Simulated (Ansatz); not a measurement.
Consider LiCl.

The calculation's input:

```
crystal:
  lattice:
    - [3.6108916317, 0.0, 0.0]
    - [-1.8054458159, 3.1271238833, 0.0]
    - [0.0, 0.0, 5.84858812]
  atoms:
    - { symbol: Li, position: [0.6666666667, 0.3333333333, 0.876017] }
    - { symbol: Li, position: [0.3333333333, 0.6666666667, 0.376017] }
    - { symbol: Cl, position: [0.6666666667, 0.3333333333, 0.498984] }
    - { symbol: Cl, position: [0.3333333333, 0.6666666667, 0.998984] }
basis:
  ecutwfc: 420
kpoints:
  mp_grid: { grid: [9, 9, 4] }
hamiltonian:
  xc: pbesol
scf:
  occupations: { method: gaussian, width: 0.05 }
output:
  forces: true
  stress: true
  eigenvalues: true
  write_density: true
  write_potential: true
  elf: true
  volumetric_format: npy
```

Run with:

```sh
ansatz run input.yaml --threads 1 --pin off --max-ram 1228MiB --backend cpu --events-out ev --progress --plain --runs-dir out
```

Below, planes, directions and counts refer to the conventional cell (a = 3.61 Å, b = 3.61 Å, c = 5.85 Å, α = 90.00°, β = 90.00°, γ = 120.00°).

Space group P6₃mc; a structure from a database of computed crystals, not necessarily the ambient phase; changed on purpose from its base cell (strain -0.080 along x and y, -0.080 along z, atoms carried along); computed pressure about 8 GPa in this cell.

Level of theory: Ansatz, DFT PBEsol, scalar-relativistic, plane waves, PAW.

**What will maps of the valence pseudo-density and electron localisation function show?**

Li–Cl (2.21 Å): the density is about 0.43 e/Å³ at the midpoint; the ELF peaks at about 0.90 in the valence shell of Cl, 0.9 Å from its nucleus, and falls to about 0 next to Li (a largely ionic contact).

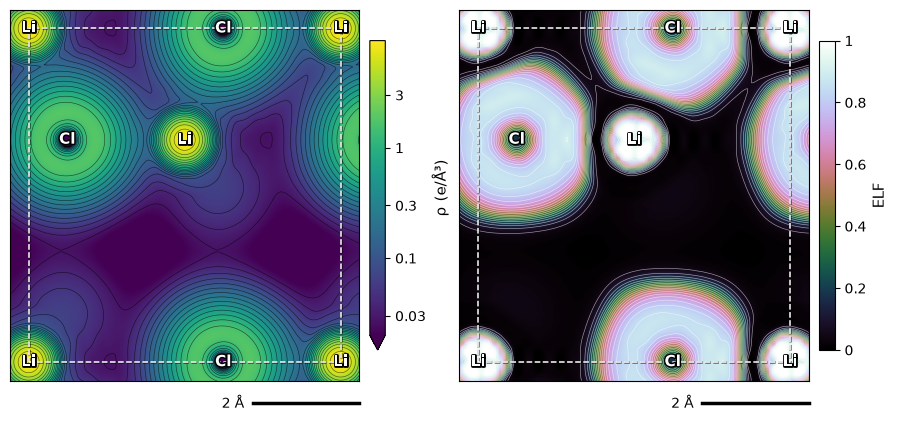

Computed valence pseudo-density and electron localisation function on the (110) plane of the conventional cell, in this order. 

The density is the valence pseudo-density of a PAW calculation; it isn't the true density close to the nuclei.
